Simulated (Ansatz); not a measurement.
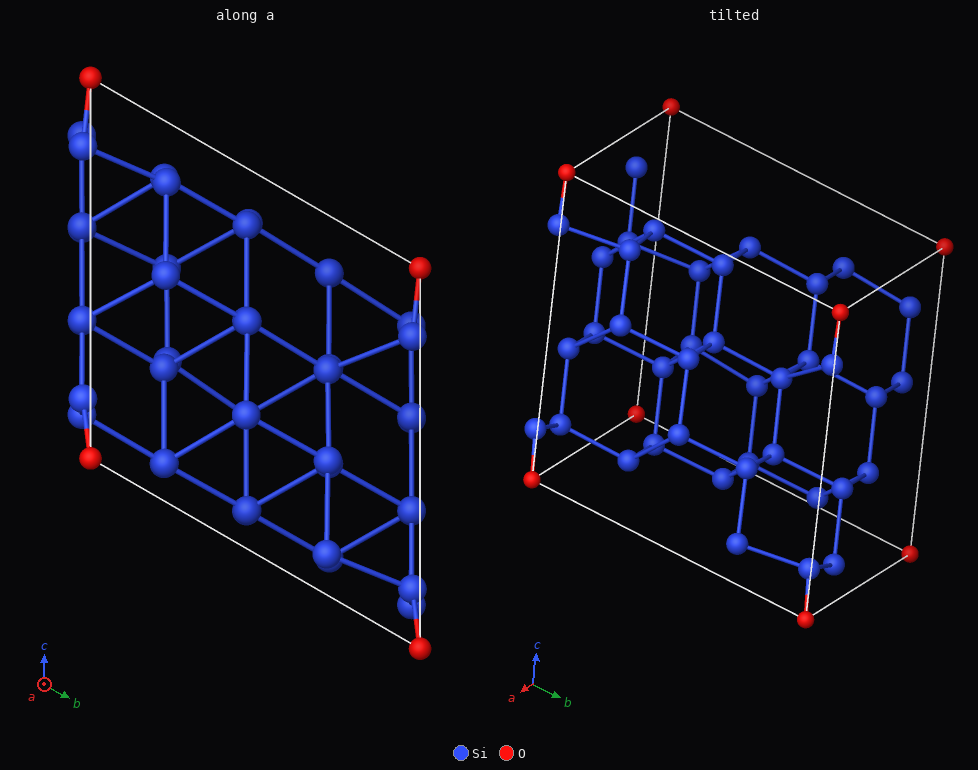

Ball-and-stick drawing of the structure, looking along the a axis and slightly off an axis. One simulation cell is framed, with atoms on its boundary repeated.

Si₃₂O, a = 9.47 Å, b = 9.47 Å, c = 9.47 Å, α = 109.47°, β = 109.47°, γ = 109.47°.

All computed values are from DFT PBE, scalar-relativistic, plane waves, PAW in Ansatz 0.2.0. Settings: a cutoff energy of 420 eV, k-point mesh 2×2×2, Gaussian smearing of 0.02 eV, no spin polarisation.

Classify it as metallic or gapped, with the value.

A semiconductor at this level, with a gap of 1.30 eV on the k-mesh (the true edges may lie between mesh points, so the gap can be somewhat smaller).

The structure was taken from a structure listed in the Materials Project, repeated into a supercell with a point defect put in. The cell was then strained or its atoms displaced on purpose. The atoms were relaxed in a fixed cell with Ansatz, DFT PBE, scalar-relativistic, plane waves, PAW.
